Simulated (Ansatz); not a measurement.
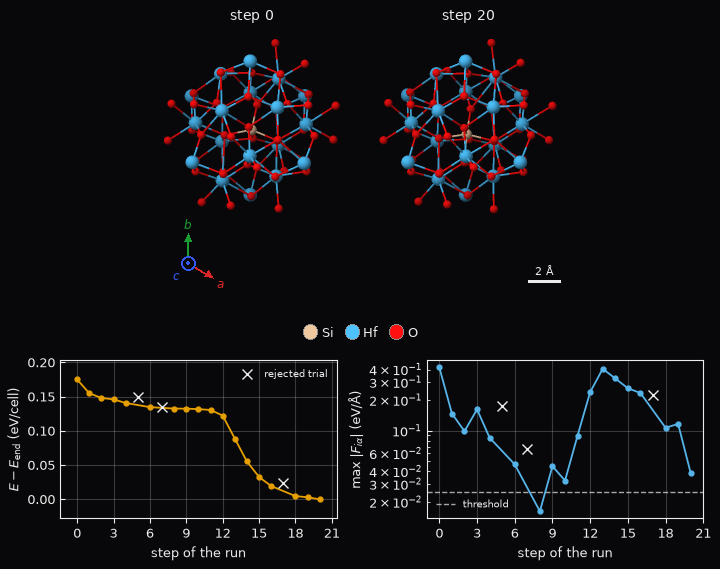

First and last geometry of a relaxation of a defect cell of composition Hf15SiO32 (cell charge +1), with the history of the run. The picture is a ball-and-stick view of the atoms within 5.8 Å of the atom that moves most (axes of the cell of the calculation (origin shifted)), seen along the c axis.

Case: Si on a Hf site (a), charge +1, atoms relaxed at the host's cell.

All numbers below come from DFT PBE, scalar-relativistic, plane waves, PAW (Ansatz). Settings: plane-wave cutoff 420 eV; k-point mesh 2 × 2 × 2; occupations gaussian; smearing width 0.01 eV; mesh shifted by (0.5, 0.5, 0.5); collinear spin; atoms relaxed in a fixed cell; force threshold 0.025 eV/Å; at most 45 steps.

### Did the run converge, and what did it change?

The run was cut off at its time limit before the relaxation converged, so the last structure is only a point on the way. After 17 accepted moves (20 points after the start) the energy has fallen by 0.175 eV per cell of the calculation. The largest force component goes from 0.42 to 0.038 eV/Å. The line search rejected the trial steps at points 5, 7, 17 of the run. The forces were under the threshold at step 8, but the run went on from there. The largest moves, 0.32 Å, are those of Si and O atoms. Largest moves by element: Si 0.32 Å, O 0.32 Å, Hf 0.10 Å. The lattice vectors keep their values. Some distances before and after: O–Si 2.374 → 1.889 Å, Hf–O 2.300 → 2.704 Å, Hf–O 2.928 → 2.610 Å, Hf–O 2.225 → 2.370 Å. New bonds form, among them: O–Si (2.37 → 1.89 Å). Among the angles between lasting bonds that change: Si–O–Hf 124.8° → 139.4°, O–Si–O 87.5° → 74.8°, Hf–O–Hf 100.6° → 90.5°.

| step | E − E(0), meV/atom | largest force component, eV/Å | note |
| --- | --- | --- | --- |
| 0 | 0.00 | 0.4189 |  |
| 1 | -0.42 | 0.1478 |  |
| 2 | -0.56 | 0.0990 |  |
| 3 | -0.61 | 0.1625 |  |
| 4 | -0.72 | 0.0855 |  |
| 5 | -0.55 | 0.1745 | rejected |
| 6 | -0.84 | 0.0468 |  |
| 7 | -0.84 | 0.0665 | rejected |
| 8 | -0.89 | 0.0162 |  |
| 9 | -0.89 | 0.0449 |  |
| 10 | -0.90 | 0.0324 |  |
| 11 | -0.93 | 0.0898 |  |
| 12 | -1.10 | 0.2398 |  |
| 13 | -1.80 | 0.4067 |  |
| 14 | -2.50 | 0.3268 |  |
| 15 | -2.97 | 0.2619 |  |
| 16 | -3.25 | 0.2352 |  |
| 17 | -3.16 | 0.2224 | rejected |
| 18 | -3.55 | 0.1072 |  |
| 19 | -3.59 | 0.1169 |  |
| 20 | -3.65 | 0.0385 |  |

Limits of the set-up: the cell is charged, on a uniform background, and energies carry no finite-size correction.
